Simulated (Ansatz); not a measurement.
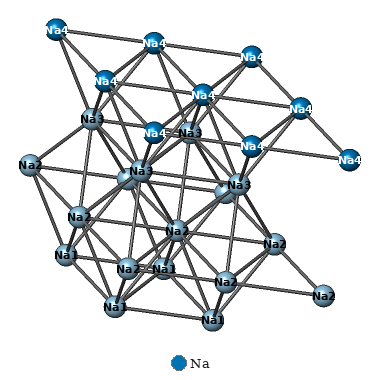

The system is B on a Na(001) slab cut from the P6_3/mmc phase (4 atoms of substrate and one adsorbate in a 1 × 1 cell); the picture shows it without the atoms that are moved over the map. One B atom a 1 × 1 cell is placed over a mesh of places on the rigid (0 0 1) surface, and only its height is relaxed. Places are given modulo a cell vector. The map is drawn in real space over the plane of the surface. Grid: 4 × 4 points. Energies: meV, counted from the lowest grid point. This mesh misses the points at thirds of the hexagonal cell. With one adsorbate in each 1 × 1 cell, its nearest image is 3.7 Å away, so neighbouring adsorbates interact. Method: Ansatz, DFT PBEsol, scalar-relativistic, plane waves, PAW.

Range: place along a₁ from 0.00 to 0.75; place along a₂ from 0.00 to 0.75.

**Predict the map.**

The lowest grid point is at a bridge site between two Na atoms, (0/4, 2/4) of the cell vectors. The same energy is found at a bridge site between two Na atoms, (2/4, 0/4) of the cell vectors; a bridge site between two Na atoms, (2/4, 2/4) of the cell vectors. The highest grid point, the top site over a surface Na atom, (0/4, 0/4) of the cell vectors, lies 394 meV above the lowest. At the lowest point the adsorbate has 2 Na at 2.61 Å as nearest neighbours, at the highest 1 Na at 2.60 Å. Its relaxed height above the top atom is 1.84 Å at the lowest and 2.60 Å at the highest point.

```csv
"place along a₂ ↓, place along a₁ →",0/4,1/4,2/4,3/4
3/4,281,22,22,281
2/4,0,22,0,21
1/4,281,281,21,21
0/4,394,281,0,281
```

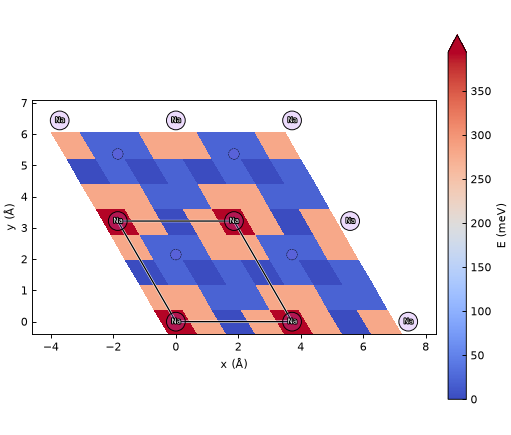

The picture shows one coloured cell a grid point, labelled circles for the atoms of the top layer and small ones for the second layer, the outline of one cell of the 2 × 2 shown, one colour for all values above the top of the scale.
